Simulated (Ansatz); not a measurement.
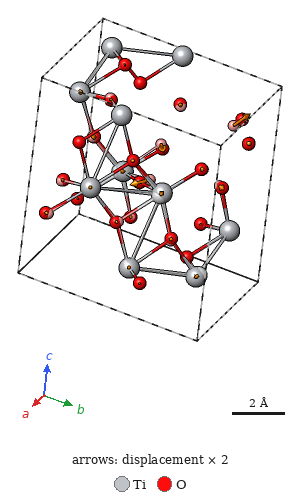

A relaxation of a defect cell of composition Ti$_{9}$O$_{20}$. The starting structure is drawn faded, the final one solid; orange arrows show the displacements, magnified 2 times.

A ball-and-stick model of the cell of the calculation (origin shifted), seen slightly off an axis.

Level of theory: Ansatz 0.2.0, DFT PBEsol, scalar-relativistic, plane waves, PAW.

Input
```yaml
crystal:
  lattice:
    - [-5.6531885842, 1.8843961947, -4.7791519191]
    - [-1.8843961947, -5.6531885842, 4.7791519191]
    - [1.8843961947, 5.6531885842, 4.7791519191]
  atoms:
    - { symbol: Ti, position: [0.0, 0.0, 0.0] }
    - { symbol: Ti, position: [0.8, 0.2, 0.6] }
    - { symbol: Ti, position: [0.6, 0.4, 0.2] }
    - { symbol: Ti, position: [0.2, 0.8, 0.4] }
    - { symbol: Ti, position: [0.7, 0.55, 0.65] }
    - { symbol: Ti, position: [0.3, 0.95, 0.85] }
    - { symbol: Ti, position: [0.1, 0.15, 0.45] }
    - { symbol: Ti, position: [0.9, 0.35, 0.05] }
    - { symbol: Ti, position: [0.5, 0.75, 0.25] }
    - { symbol: O, position: [0.7037796944, 0.7628011782, 0.8581745073], spin: 0.333 }
    - { symbol: O, position: [0.3, 0.1574304757, 0.0574304757] }
    - { symbol: O, position: [0.1115804177, 0.3526401267, 0.6647071182], spin: 0.333 }
    - { symbol: O, position: [0.9, 0.5574304757, 0.2574304757] }
    - { symbol: O, position: [0.5, 0.9574304757, 0.4574304757] }
    - { symbol: O, position: [0.6, 0.6074304757, 0.4074304757] }
    - { symbol: O, position: [0.2, 0.0074304757, 0.6074304757] }
    - { symbol: O, position: [1.0, 0.2074304757, 0.2074304757] }
    - { symbol: O, position: [0.8, 0.4074304757, 0.8074304757] }
    - { symbol: O, position: [0.410494135, 0.8128256101, 0.0101310672], spin: 0.333 }
    - { symbol: O, position: [0.7, 0.3425695243, 0.4425695243] }
    - { symbol: O, position: [0.2983539263, 0.7459079167, 0.6442560011], spin: 0.333 }
    - { symbol: O, position: [0.1, 0.9425695243, 0.2425695243] }
    - { symbol: O, position: [0.9, 0.1425695243, 0.8425695243] }
    - { symbol: O, position: [0.5052966684, 0.5460309854, 0.0457592899], spin: 0.333 }
    - { symbol: O, position: [0.3989695258, 0.3993821832, 0.5857730243], spin: 0.333 }
    - { symbol: O, position: [1.0, 0.7925695243, 0.7925695243] }
    - { symbol: O, position: [0.8, 0.9925695243, 0.3925695243] }
    - { symbol: O, position: [0.6, 0.1925695243, 0.9925695243] }
    - { symbol: O, position: [0.2, 0.5925695243, 0.1925695243] }
  host:
    lattice:
      - [-1.8843961947, 1.8843961947, 4.7791519191]
      - [1.8843961947, -1.8843961947, 4.7791519191]
      - [1.8843961947, 1.8843961947, -4.7791519191]
    atoms:
      - { symbol: Ti, position: [0.0, 0.0, 0.0] }
      - { symbol: Ti, position: [0.75, 0.25, 0.5] }
      - { symbol: O, position: [0.9574304757, 0.4574304757, 0.5] }
      - { symbol: O, position: [0.2074304757, 0.2074304757, 0.0] }
      - { symbol: O, position: [0.5425695243, 0.0425695243, 0.5] }
      - { symbol: O, position: [0.7925695243, 0.7925695243, 0.0] }
basis:
  ecutwfc: 420
  xc_grid: 2
kpoints:
  mp_grid: { grid: [2, 2, 2], shift: [0.5, 0.5, 0.5] }
hamiltonian:
  xc: pbesol
scf:
  occupations: { method: gaussian, width: 0.02 }
  lower_state_search: "off"
output:
  forces: true
  stress: false
  eigenvalues: true
  populations: true
  charged_corrections:
    defect_position: [0.4, 0.6, 0.8]
    epsilon: [[61.3778, 0.0, 0.0], [0.0, 61.3778, 0.0], [0.0, 0.0, 29.3022]]
  write_density: true
  write_potential: true
  elf: true
  volumetric_format: npy
magnetization:
  spin_polarized: true
relax:
  adjacent_minimum: "off"
  f_tol: 0.03
  max_steps: 40
```

Launched with:
```bash
ansatz run input.yaml --threads 8 --pin off --max-ram 16384MiB --backend cpu --events-out ev --progress --plain --runs-dir out
```

Question: What happened in the run?

Answer: After 13 accepted moves (15 points after the start) the energy has fallen by 1.023 eV per cell of the calculation. The largest force component goes from 1.4 to 0.013 eV/Å. The line search rejected the trial steps at points 12, 14 of the run. The largest moves, 0.44 Å, are those of O19 and O25. O25 goes roughly along [0 −2 −1]. Largest moves by element: O 0.44 Å, Ti 0.12 Å. The lattice vectors keep their values. Among the contacts that change: Ti9–O14 1.983 → 2.177 Å, Ti5–O20 1.983 → 2.171 Å, Ti5–O10 1.994 → 1.819 Å, Ti9–O24 1.976 → 1.821 Å. Among the angles between lasting bonds that change: Ti5–O25–Ti7 154.9° → 172.2°, Ti1–O26–Ti5 102.2° → 93.2°, Ti4–O16–Ti6 102.2° → 94.3°. Cost: 3.1 min on 8 threads of Arm Neoverse V2, with other jobs on the host, peak memory 1.8 GiB.

Limits of the set-up: the k-point mesh is coarse for a cell with partly filled bands; the periodic images lie only 7.6 Å apart, so the values are limited by the cell's size.
